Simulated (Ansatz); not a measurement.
# Wannier-function calculation, with input and output: MoSe$_{2}$ (part 2 of 2)

The same run, continued: MoSe$_{2}$ (P6₃/mmc, 6 atoms in the cell); maximally localised Wannier functions of PBE bands, plane waves, PAW, no spin polarisation (Ansatz 0.2.0); cutoff 420 eV, 9×9×2 k-mesh, fixed occupations. The structure derives from an entry of the Crystallography Open Database. The geometry comes from this level: r2scan-rvv10. It belongs to a series of runs on one base structure; here: metal d and anion p.

## File v_z.tsv, continued
```
6.983129	1.529264e1	8.773987e0
7.128611	1.442182e1	7.162468e0
7.274093	1.289237e1	4.762810e0
7.419575	1.092439e1	1.905022e0
7.565057	9.280256e0	-5.889224e-1
7.710539	8.255855e0	-2.430442e0
7.856020	7.668592e0	-3.775258e0
8.001502	7.313248e0	-4.718386e0
8.146984	7.090022e0	-5.299128e0
8.292466	6.921353e0	-5.566304e0
8.437948	6.759002e0	-5.608015e0
8.583430	6.576095e0	-5.526766e0
8.728912	6.419126e0	-5.432117e0
8.874393	6.243307e0	-5.513437e0
9.019875	5.632904e0	-6.231993e0
9.165357	3.952825e0	-8.211443e0
9.310839	1.282778e0	-1.131961e1
9.456321	-1.508606e0	-1.455730e1
9.601803	-3.727193e0	-1.712413e1
9.747285	-4.947366e0	-1.853612e1
9.892766	-4.947366e0	-1.853612e1
10.038248	-3.727193e0	-1.712413e1
10.183730	-1.508606e0	-1.455730e1
10.329212	1.282778e0	-1.131961e1
10.474694	3.952825e0	-8.211443e0
10.620176	5.632904e0	-6.231993e0
10.765658	6.243307e0	-5.513437e0
10.911139	6.419126e0	-5.432117e0
11.056621	6.576095e0	-5.526766e0
11.202103	6.759002e0	-5.608015e0
11.347585	6.921353e0	-5.566304e0
11.493067	7.090022e0	-5.299128e0
11.638549	7.313248e0	-4.718386e0
11.784031	7.668592e0	-3.775258e0
11.929512	8.255855e0	-2.430442e0
12.074994	9.280256e0	-5.889224e-1
12.220476	1.092439e1	1.905022e0
12.365958	1.289237e1	4.762810e0
12.511440	1.442182e1	7.162468e0
12.656922	1.529264e1	8.773987e0
12.802404	1.580090e1	9.888085e0
12.947885	1.607111e1	1.059356e1
```

## File wannier.spreads.toml
```
omega_i_ang2 = 37.7868331076061
omega_d_ang2 = 0.04075959910979533
omega_od_ang2 = 2.4338684867668734
omega_total_ang2 = 40.261461193482766
least_projectability = 0.5907300997101984
b_vectors_match_mmn = true
n_iter = 77
converged = true
rejected_fitted_steps = 1

[[wannier]]
r = [1.7432524530302589, 0.9018520057096021, 9.82002343756776]
spread = 1.5703470050378314

[[wannier]]
r = [0.09065902834449892, 1.9607278824876726, 3.2733160124972285]
spread = 1.5704852472535826

[[wannier]]
r = [-0.09069253401757049, 1.9607597177899443, 3.27338715641606]
spread = 1.5705411858225613

[[wannier]]
r = [1.5619219772478359, 0.9016735512897123, 9.820047958913435]
spread = 1.5706586702943497

[[wannier]]
r = [0.000011824558843054493, 1.8034558993079821, 3.2733315892780475]
spread = 1.57071150739786

[[wannier]]
r = [1.6527419438074333, 1.05906876437346, 9.820014792849014]
spread = 1.5707323811312364

[[wannier]]
r = [0.00788448226824311, 1.880129648667594, 3.273332586922344]
spread = 1.7981184397191345

[[wannier]]
r = [1.6660155943140826, 0.9803926160227261, 9.820016835950996]
spread = 1.7981453837367383

[[wannier]]
r = [1.6397183857337863, 0.9276492413479042, 9.820024377927378]
spread = 1.7982072020258357

[[wannier]]
r = [-0.007643249081514144, 1.9369691001237446, 3.2733418557063345]
spread = 1.7982341754985676

[[wannier]]
r = [1.6589886995545093, 0.9660234848912026, 4.890716389284791]
spread = 1.900722665597094

[[wannier]]
r = [-0.005545493703940588, 1.89641507820697, 11.437394226757817]
spread = 1.9007349405954983

[[wannier]]
r = [0.005485170334913432, 1.9219023600686818, 8.202613227913332]
spread = 1.9010680384156586

[[wannier]]
r = [1.6583969969879993, 0.9408951456146334, 1.6559333399810239]
spread = 1.9010719005302184

[[wannier]]
r = [1.6421510711105962, 0.9653851474737131, 1.6559102972843367]
spread = 1.9011717920127742

[[wannier]]
r = [-0.010185868081465424, 1.8970404145448156, 8.202597197310444]
spread = 1.9011733676379237

[[wannier]]
r = [0.00270772491980335, 1.9245900904377091, 11.437495237477643]
spread = 1.9015035924635697

[[wannier]]
r = [1.6495118420146047, 0.9382242323185449, 4.890805330697965]
spread = 1.9015242511105548

[[wannier]]
r = [1.6497894520771461, 0.9578504811530393, 4.99917922594807]
spread = 2.1090739161454266

[[wannier]]
r = [1.6569961065437795, 0.9560138655121663, 1.5475062225578609]
spread = 2.109075270468307

[[wannier]]
r = [0.004240444176698458, 1.9063015764243942, 8.094190309799034]
spread = 2.1090778349261825

[[wannier]]
r = [0.002555564075160399, 1.9044390201523478, 11.545862478389461]
spread = 2.1090824256624217

[[curvature_check]]
after_line_search = 15
omega_tilde_before_ang2 = 2.4857689012609816
krylov_steps = 92
lowest_ritz_value_ang2 = -0.021772097707902813
residual_ang2 = 5.822611861590268e-18
settled = true
first_negative_step = 4
curvature_along_ang2 = -0.02177123077425432
angle_rad = 0.786555162173592
omega_tilde_after_ang2 = 2.47599553136941
outcome = "escaped"

[[curvature_check]]
after_line_search = 27
omega_tilde_before_ang2 = 2.4746318112908328
krylov_steps = 81
lowest_ritz_value_ang2 = -4.382279538173012e-5
residual_ang2 = 2.0354255561891382e-13
settled = true
first_negative_step = 18
curvature_along_ang2 = -3.2694641766684096e-5
angle_rad = 0.053213115422985256
omega_tilde_after_ang2 = 2.474631670905809
outcome = "escaped"

[[curvature_check]]
after_line_search = 65
omega_tilde_before_ang2 = 2.4746284927964877
krylov_steps = 81
lowest_ritz_value_ang2 = -3.0343913290633418e-5
residual_ang2 = 1.2443638666337097e-16
settled = true
first_negative_step = 21
curvature_along_ang2 = -3.0343913290633343e-5
angle_rad = 0.05502740217056454
omega_tilde_after_ang2 = 2.4746284067564455
outcome = "escaped"

[[curvature_check]]
after_line_search = 71
omega_tilde_before_ang2 = 2.4746283547960304
krylov_steps = 81
lowest_ritz_value_ang2 = -1.8088613832969856e-5
residual_ang2 = 3.0593426837580343e-16
settled = true
first_negative_step = 31
curvature_along_ang2 = -1.8088613832969816e-5
angle_rad = 0.05852895052486469
omega_tilde_after_ang2 = 2.474628150994623
outcome = "escaped"

[[curvature_check]]
after_line_search = 77
omega_tilde_before_ang2 = 2.474628085876669
krylov_steps = 83
lowest_ritz_value_ang2 = 4.904338824056056e-7
residual_ang2 = 2.620070796053889e-15
settled = true
outcome = "no-negative-curvature"
```

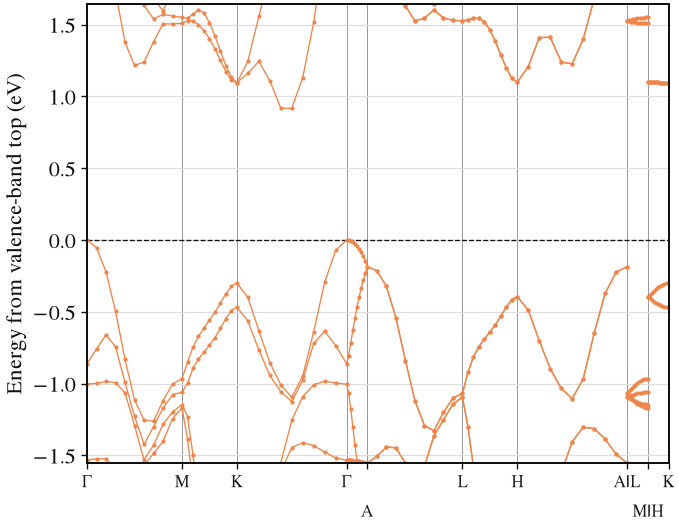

**Figure 1.** Band structure along Γ–M–K–Γ–A–L–H–A|L–M|H–K, with energies from the valence-band top. There is a gap of 0.92 eV on this path, indirect, from Γ to between K and Γ.

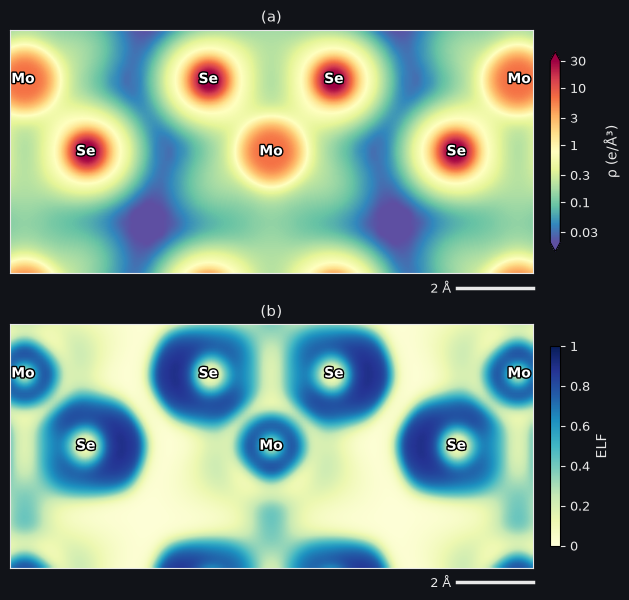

**Figure 2.** (a) valence charge density (pseudo); (b) electron localisation function on the (110) plane of the conventional cell. The plane passes through Mo and Se nuclei. Mo–Se (2.53 Å): ρ is about 0.53 e/Å³ halfway; the ELF is about 0.50 at the midpoint. Away from the nuclei the density in this plane falls to 0.01 e/Å³ at its lowest. The strong features right at Mo lie inside the PAW spheres (semicore, d or f shells) and say nothing about bonding. In a PAW calculation such maps are meaningful between the atoms, not at the nuclei.

The run was set up as follows.

## The input
```yaml
crystal:
  lattice:
    - [3.3053426462, 0.0, 0.0]
    - [-1.6526713231, 2.8625106998, 0.0]
    - [0.0, 0.0, 13.0933672792]
  atoms:
    - { symbol: Mo, position: [0.3333333333, 0.6666666667, 0.25] }
    - { symbol: Mo, position: [0.6666666667, 0.3333333333, 0.75] }
    - { symbol: Se, position: [0.3333333333, 0.6666666667, 0.6234185167] }
    - { symbol: Se, position: [0.6666666667, 0.3333333333, 0.1234185167] }
    - { symbol: Se, position: [0.3333333333, 0.6666666667, 0.8765814833] }
    - { symbol: Se, position: [0.6666666667, 0.3333333333, 0.3765814833] }
kpoints:
  mp_grid: { grid: [9, 9, 2] }
  band_path:
    path:
      - [[0.0, 0.0, 0.0], [0.5, -9.782104100363e-18, 0.0], [0.3333333333333, 0.3333333333333, 0.0], [0.0, 0.0, 0.0], [0.0, 0.0, 0.5], [0.5, -9.782104100363e-18, 0.5], [0.3333333333333, 0.3333333333333, 0.5], [0.0, 0.0, 0.5]]
      - [[0.5, -9.782104100363e-18, 0.5], [0.5, -9.782104100363e-18, 0.0]]
      - [[0.3333333333333, 0.3333333333333, 0.5], [0.3333333333333, 0.3333333333333, 0.0]]
    npoints: 10
hamiltonian:
  xc: pbe
scf:
  occupations: { method: fixed }
  n_extra_bands: 6
output:
  forces: false
  stress: false
  eigenvalues: true
  wannier:
    kmesh: [6, 6, 2]
    projections: [{ species: Mo, l: d, shell: 4 }, { species: Se, l: p, shell: 4 }]
    minimise: true
    write_hr: true
    conv_tol: 1.0e-08
    max_iter: 3000
  write_density: true
  write_potential: true
  elf: true
  volumetric_format: npy
```

## File wannier.win
```
! ansatz wannier90 interface
! projections by site (counted from 0) and shell: 0 4D, 1 4D, 2 4P, 3 4P, 4 4P, 5 4P
! states of the run's bands (counted from 1): 33-54
! their least projectability: 0.5907
num_bands = 22
num_wann  = 22
num_iter  = 2000
conv_tol = 1e-8
conv_window = 5
guiding_centres = true
write_hr = true

begin unit_cell_cart
Ang
        3.305342646187714                      0.0                      0.0
       -1.652671323093857         2.86251069981064                      0.0
                      0.0                      0.0            13.0933672792
end unit_cell_cart

begin atoms_frac
Mo        0.3333333333333333       0.6666666666666666                     0.25
Mo        0.6666666666666666       0.3333333333333333                     0.75
Se        0.3333333333333333       0.6666666666666666             0.6234185167
Se        0.6666666666666666       0.3333333333333333             0.1234185167
Se        0.3333333333333333       0.6666666666666666             0.8765814833
Se        0.6666666666666666       0.3333333333333333             0.3765814833
end atoms_frac

mp_grid = 6 6 2
```

Command:
```bash
ansatz run input.yaml --threads 4 --pin off --max-ram 5529MiB --backend cpu --events-out ev --progress --plain --runs-dir out
```

## Results in brief

```json
{"quantity": "outcome", "value": "converged"}
{"quantity": "space group (tolerance 0.01 Å)", "value": "P6₃/mmc (194)"}
{"quantity": "electrons treated", "value": "92"}
{"quantity": "free energy", "value": "−31792.3903 eV"}
{"quantity": "total spread of the Wannier functions", "value": "40.261 Å²"}
{"quantity": "Fermi energy", "value": "12.019 eV"}
{"quantity": "gap on the k-point mesh", "value": "0.98 eV"}
{"quantity": "hardware", "value": "4 threads of Arm Neoverse V1, 24 GiB of memory available, shared host"}
{"quantity": "wall time", "value": "16 s (CPU time 59 s)"}
{"quantity": "peak memory", "value": "0.63 GiB"}
```
